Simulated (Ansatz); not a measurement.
## Ga64As64: geometry relaxation (part 3 of 3)

The same run, continued: Ga64As64 (128 atoms in the cell); DFT, PBEsol, PAW, plane waves (Ansatz 0.2.0); cutoff 420 eV, 1×1×1 k-mesh, Fermi–Dirac smearing of 0.01 eV. The structure was built on a prototype by a generator.

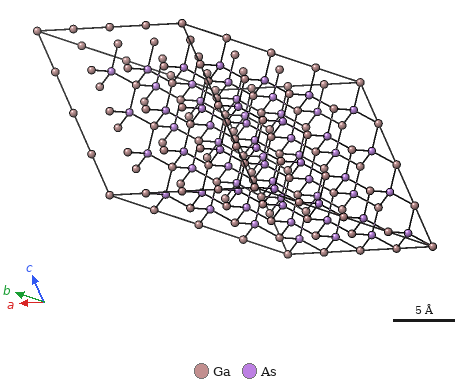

Figure 1. The starting structure (ball-and-stick view of the cell of the calculation, seen at an oblique angle).

**The input**
```yaml
crystal:
  lattice:
    - [0.000000, 11.320000, 11.320000]
    - [11.320000, 0.000000, 11.320000]
    - [11.320000, 11.320000, 0.000000]
  atoms:
    - { symbol: Ga, position: [0.000000, 0.000000, 0.000000] }
    - { symbol: Ga, position: [0.500000, 0.000000, 0.000000] }
    - { symbol: Ga, position: [0.000000, 0.500000, 0.000000] }
    - { symbol: Ga, position: [0.000000, 0.000000, 0.500000] }
    - { symbol: Ga, position: [0.250000, 0.250000, 0.250000] }
    - { symbol: Ga, position: [0.500000, 0.500000, 0.000000] }
    - { symbol: Ga, position: [0.500000, 0.000000, 0.500000] }
    - { symbol: Ga, position: [0.750000, 0.250000, 0.250000] }
    - { symbol: Ga, position: [0.000000, 0.500000, 0.500000] }
    - { symbol: Ga, position: [0.250000, 0.750000, 0.250000] }
    - { symbol: Ga, position: [0.250000, 0.250000, 0.750000] }
    - { symbol: Ga, position: [0.500000, 0.500000, 0.500000] }
    - { symbol: Ga, position: [0.750000, 0.750000, 0.250000] }
    - { symbol: Ga, position: [0.750000, 0.250000, 0.750000] }
    - { symbol: Ga, position: [0.250000, 0.750000, 0.750000] }
    - { symbol: Ga, position: [0.750000, 0.750000, 0.750000] }
    - { symbol: Ga, position: [0.000000, 0.000000, 0.250000] }
    - { symbol: Ga, position: [0.250000, 0.250000, 0.000000] }
    - { symbol: Ga, position: [0.500000, 0.000000, 0.250000] }
    - { symbol: Ga, position: [0.750000, 0.250000, 0.000000] }
    - { symbol: Ga, position: [0.000000, 0.500000, 0.250000] }
    - { symbol: Ga, position: [0.250000, 0.750000, 0.000000] }
    - { symbol: Ga, position: [0.000000, 0.000000, 0.750000] }
    - { symbol: Ga, position: [0.250000, 0.250000, 0.500000] }
    - { symbol: Ga, position: [0.500000, 0.500000, 0.250000] }
    - { symbol: Ga, position: [0.750000, 0.750000, 0.000000] }
    - { symbol: Ga, position: [0.500000, 0.000000, 0.750000] }
    - { symbol: Ga, position: [0.750000, 0.250000, 0.500000] }
    - { symbol: Ga, position: [0.000000, 0.500000, 0.750000] }
    - { symbol: Ga, position: [0.250000, 0.750000, 0.500000] }
    - { symbol: Ga, position: [0.500000, 0.500000, 0.750000] }
    - { symbol: Ga, position: [0.750000, 0.750000, 0.500000] }
    - { symbol: Ga, position: [0.000000, 0.250000, 0.000000] }
    - { symbol: Ga, position: [0.250000, 0.000000, 0.250000] }
    - { symbol: Ga, position: [0.500000, 0.250000, 0.000000] }
    - { symbol: Ga, position: [0.750000, 0.000000, 0.250000] }
    - { symbol: Ga, position: [0.000000, 0.750000, 0.000000] }
    - { symbol: Ga, position: [0.000000, 0.250000, 0.500000] }
    - { symbol: Ga, position: [0.250000, 0.500000, 0.250000] }
    - { symbol: Ga, position: [0.500000, 0.750000, 0.000000] }
    - { symbol: Ga, position: [0.250000, 0.000000, 0.750000] }
    - { symbol: Ga, position: [0.500000, 0.250000, 0.500000] }
    - { symbol: Ga, position: [0.750000, 0.500000, 0.250000] }
    - { symbol: Ga, position: [0.750000, 0.000000, 0.750000] }
    - { symbol: Ga, position: [0.000000, 0.750000, 0.500000] }
    - { symbol: Ga, position: [0.250000, 0.500000, 0.750000] }
    - { symbol: Ga, position: [0.500000, 0.750000, 0.500000] }
    - { symbol: Ga, position: [0.750000, 0.500000, 0.750000] }
    - { symbol: Ga, position: [0.250000, 0.000000, 0.000000] }
    - { symbol: Ga, position: [0.750000, 0.000000, 0.000000] }
    - { symbol: Ga, position: [0.000000, 0.250000, 0.250000] }
    - { symbol: Ga, position: [0.250000, 0.500000, 0.000000] }
    - { symbol: Ga, position: [0.250000, 0.000000, 0.500000] }
    - { symbol: Ga, position: [0.500000, 0.250000, 0.250000] }
    - { symbol: Ga, position: [0.750000, 0.500000, 0.000000] }
    - { symbol: Ga, position: [0.750000, 0.000000, 0.500000] }
    - { symbol: Ga, position: [0.000000, 0.750000, 0.250000] }
    - { symbol: Ga, position: [0.000000, 0.250000, 0.750000] }
    - { symbol: Ga, position: [0.250000, 0.500000, 0.500000] }
    - { symbol: Ga, position: [0.500000, 0.750000, 0.250000] }
    - { symbol: Ga, position: [0.500000, 0.250000, 0.750000] }
    - { symbol: Ga, position: [0.750000, 0.500000, 0.500000] }
    - { symbol: Ga, position: [0.000000, 0.750000, 0.750000] }
    - { symbol: Ga, position: [0.500000, 0.750000, 0.750000] }
    - { symbol: As, position: [0.062500, 0.062500, 0.062500] }
    - { symbol: As, position: [0.562500, 0.062500, 0.062500] }
    - { symbol: As, position: [0.062500, 0.562500, 0.062500] }
    - { symbol: As, position: [0.062500, 0.062500, 0.562500] }
    - { symbol: As, position: [0.312500, 0.312500, 0.312500] }
    - { symbol: As, position: [0.562500, 0.562500, 0.062500] }
    - { symbol: As, position: [0.562500, 0.062500, 0.562500] }
    - { symbol: As, position: [0.812500, 0.312500, 0.312500] }
    - { symbol: As, position: [0.062500, 0.562500, 0.562500] }
    - { symbol: As, position: [0.312500, 0.812500, 0.312500] }
    - { symbol: As, position: [0.312500, 0.312500, 0.812500] }
    - { symbol: As, position: [0.562500, 0.562500, 0.562500] }
    - { symbol: As, position: [0.812500, 0.812500, 0.312500] }
    - { symbol: As, position: [0.812500, 0.312500, 0.812500] }
    - { symbol: As, position: [0.312500, 0.812500, 0.812500] }
    - { symbol: As, position: [0.812500, 0.812500, 0.812500] }
    - { symbol: As, position: [0.062500, 0.062500, 0.312500] }
    - { symbol: As, position: [0.312500, 0.312500, 0.062500] }
    - { symbol: As, position: [0.562500, 0.062500, 0.312500] }
    - { symbol: As, position: [0.812500, 0.312500, 0.062500] }
    - { symbol: As, position: [0.062500, 0.562500, 0.312500] }
    - { symbol: As, position: [0.312500, 0.812500, 0.062500] }
    - { symbol: As, position: [0.062500, 0.062500, 0.812500] }
    - { symbol: As, position: [0.312500, 0.312500, 0.562500] }
    - { symbol: As, position: [0.562500, 0.562500, 0.312500] }
    - { symbol: As, position: [0.812500, 0.812500, 0.062500] }
    - { symbol: As, position: [0.562500, 0.062500, 0.812500] }
    - { symbol: As, position: [0.812500, 0.312500, 0.562500] }
    - { symbol: As, position: [0.062500, 0.562500, 0.812500] }
    - { symbol: As, position: [0.312500, 0.812500, 0.562500] }
    - { symbol: As, position: [0.562500, 0.562500, 0.812500] }
    - { symbol: As, position: [0.812500, 0.812500, 0.562500] }
    - { symbol: As, position: [0.062500, 0.312500, 0.062500] }
    - { symbol: As, position: [0.312500, 0.062500, 0.312500] }
    - { symbol: As, position: [0.562500, 0.312500, 0.062500] }
    - { symbol: As, position: [0.812500, 0.062500, 0.312500] }
    - { symbol: As, position: [0.062500, 0.812500, 0.062500] }
    - { symbol: As, position: [0.062500, 0.312500, 0.562500] }
    - { symbol: As, position: [0.312500, 0.562500, 0.312500] }
    - { symbol: As, position: [0.562500, 0.812500, 0.062500] }
    - { symbol: As, position: [0.312500, 0.062500, 0.812500] }
    - { symbol: As, position: [0.562500, 0.312500, 0.562500] }
    - { symbol: As, position: [0.812500, 0.562500, 0.312500] }
    - { symbol: As, position: [0.812500, 0.062500, 0.812500] }
    - { symbol: As, position: [0.062500, 0.812500, 0.562500] }
    - { symbol: As, position: [0.312500, 0.562500, 0.812500] }
    - { symbol: As, position: [0.562500, 0.812500, 0.562500] }
    - { symbol: As, position: [0.812500, 0.562500, 0.812500] }
    - { symbol: As, position: [0.312500, 0.062500, 0.062500] }
    - { symbol: As, position: [0.812500, 0.062500, 0.062500] }
    - { symbol: As, position: [0.062500, 0.312500, 0.312500] }
    - { symbol: As, position: [0.312500, 0.562500, 0.062500] }
    - { symbol: As, position: [0.312500, 0.062500, 0.562500] }
    - { symbol: As, position: [0.562500, 0.312500, 0.312500] }
    - { symbol: As, position: [0.812500, 0.562500, 0.062500] }
    - { symbol: As, position: [0.812500, 0.062500, 0.562500] }
    - { symbol: As, position: [0.062500, 0.812500, 0.312500] }
    - { symbol: As, position: [0.062500, 0.312500, 0.812500] }
    - { symbol: As, position: [0.312500, 0.562500, 0.562500] }
    - { symbol: As, position: [0.562500, 0.812500, 0.312500] }
    - { symbol: As, position: [0.562500, 0.312500, 0.812500] }
    - { symbol: As, position: [0.812500, 0.562500, 0.562500] }
    - { symbol: As, position: [0.062500, 0.812500, 0.812500] }
    - { symbol: As, position: [0.562500, 0.812500, 0.812500] }
kpoints:
  mp_grid: { grid: [1, 1, 1], shift: [0.5, 0.5, 0.5] }
hamiltonian:
  xc: pbesol
scf:
  occupations: { method: fermi_dirac, width: 0.01 }
relax:
  f_tol: 0.03
  max_steps: 80
  escape_saddle: false
  adjacent_minimum: "off"
  cell: { fix: [shape] }
output:
  forces: true
  eigenvalues: true
  populations: true
```

**Results in brief**

| quantity | value |
| --- | --- |
| outcome | converged |
| space group (tolerance 0.01 Å) | F-43m (216) |
| electrons treated | 1792 |
| free energy | −547638.7701 eV |
| Fermi energy | 8.408 eV |
| pressure | −0.04 GPa |
| largest force (length of the vector) at the end | 0.010 eV/Å |
| final cell | a = 16.009 Å, b = 16.009 Å, c = 16.009 Å, α = 60.00°, β = 60.00°, γ = 60.00° |
| hardware | 8 CPU threads, shared host |
| wall time | 9 s (CPU time 13 s) |
| peak memory | 3.2 GiB |
